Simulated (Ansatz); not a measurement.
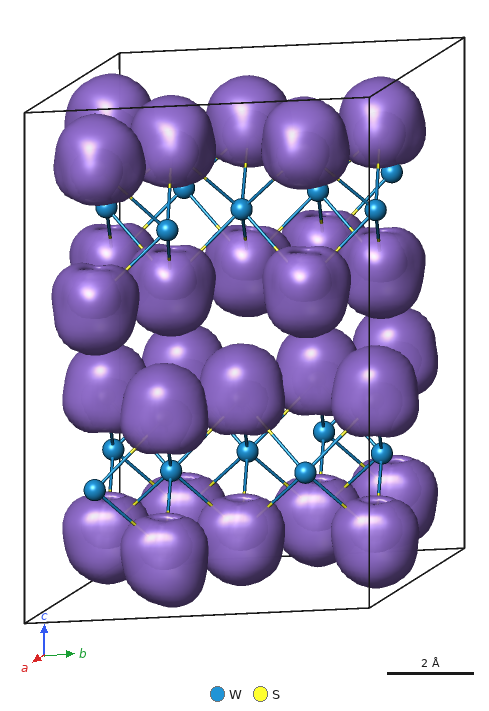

The picture shows: W$_{14}$S$_{27}$ (cell with a defect). Isosurface of the electron localisation function at 0.75 (purple), seen slightly off an axis. Core shells and regions of very low density are left out. Sticks mark near contacts.

These are results of DFT PBE+D3(BJ), scalar-relativistic, plane waves, PAW in Ansatz, not measurements.

Core electrons are frozen (PAW), and the valence fields are smoothed inside the atomic spheres.

```cif
data_structure
_symmetry_space_group_name_H-M 'P 1'
_symmetry_Int_Tables_number 1
_cell_length_a 8.3449
_cell_length_b 8.3449
_cell_length_c 12.1448
_cell_angle_alpha 90.000
_cell_angle_beta 90.000
_cell_angle_gamma 120.000
_cell_volume 732.43
loop_
_atom_site_label
_atom_site_type_symbol
_atom_site_fract_x
_atom_site_fract_y
_atom_site_fract_z
_atom_site_occupancy
W1 W 0.09524 0.61905 0.25054 1
W2 W 0.38089 0.47620 0.24988 1
W3 W 0.95239 0.19058 0.24985 1
W4 W 0.66674 0.33339 0.24988 1
W5 W 0.23808 0.04755 0.24988 1
W6 W 0.80962 0.76189 0.24985 1
W7 W 0.52370 0.90467 0.24985 1
W8 W 0.32457 0.66457 0.74801 1
W9 W 0.62141 0.52510 0.75081 1
W10 W 0.18919 0.23917 0.75081 1
W11 W 0.91142 0.38971 0.74801 1
W12 W 0.47511 0.09287 0.75081 1
W13 W 0.04972 0.80286 0.74801 1
W14 W 0.76190 0.95238 0.75274 1
S1 S 0.37690 0.47869 0.87908 1
S2 S 0.95479 0.19977 0.88014 1
S3 S 0.67322 0.33738 0.87908 1
S4 S 0.23560 0.04107 0.87908 1
S5 S 0.81640 0.75949 0.88014 1
S6 S 0.51452 0.89788 0.88014 1
S7 S 0.33371 0.66675 0.37979 1
S8 S 0.61899 0.52383 0.37958 1
S9 S 0.19045 0.23801 0.37958 1
S10 S 0.90447 0.38058 0.37979 1
S11 S 0.47627 0.09530 0.37958 1
S12 S 0.04754 0.80981 0.37979 1
S13 S 0.76190 0.95238 0.37948 1
S14 S 0.09524 0.61905 0.61540 1
S15 S 0.38144 0.47852 0.62120 1
S16 S 0.94972 0.19078 0.62179 1
S17 S 0.66852 0.33285 0.62120 1
S18 S 0.23576 0.04577 0.62120 1
S19 S 0.81249 0.76457 0.62179 1
S20 S 0.52351 0.90180 0.62179 1
S21 S 0.33253 0.66642 0.12038 1
S22 S 0.61903 0.52382 0.12018 1
S23 S 0.19047 0.23807 0.12018 1
S24 S 0.90532 0.38176 0.12038 1
S25 S 0.47622 0.09526 0.12018 1
S26 S 0.04787 0.80897 0.12038 1
S27 S 0.76190 0.95238 0.12011 1
```

**Where are the electrons localised?**

At this value the surface marks out 27 regions wrapped around S (the valence shell of each) and one pocket between the atoms, centred on no nucleus (multi-centre or interstitial), counted in one cell of 41 atoms. Any copies at cell faces, edges or corners count once. Along the contacts the grid gives the following. W–S (2.38 Å): the ELF peaks at about 0.85 in the valence shell of S, 0.8 Å from its nucleus, and is about 0.45 at the midpoint. W–S (2.43 Å): the ELF peaks at about 0.85 in the valence shell of S, 0.8 Å from its nucleus, and is about 0.45 at the midpoint.

**Metal or insulator at this level of theory?**

It is gapped, with a Kohn–Sham gap of 0.63 eV on the k-point mesh (the band edges may lie off the mesh, which would make the gap smaller).
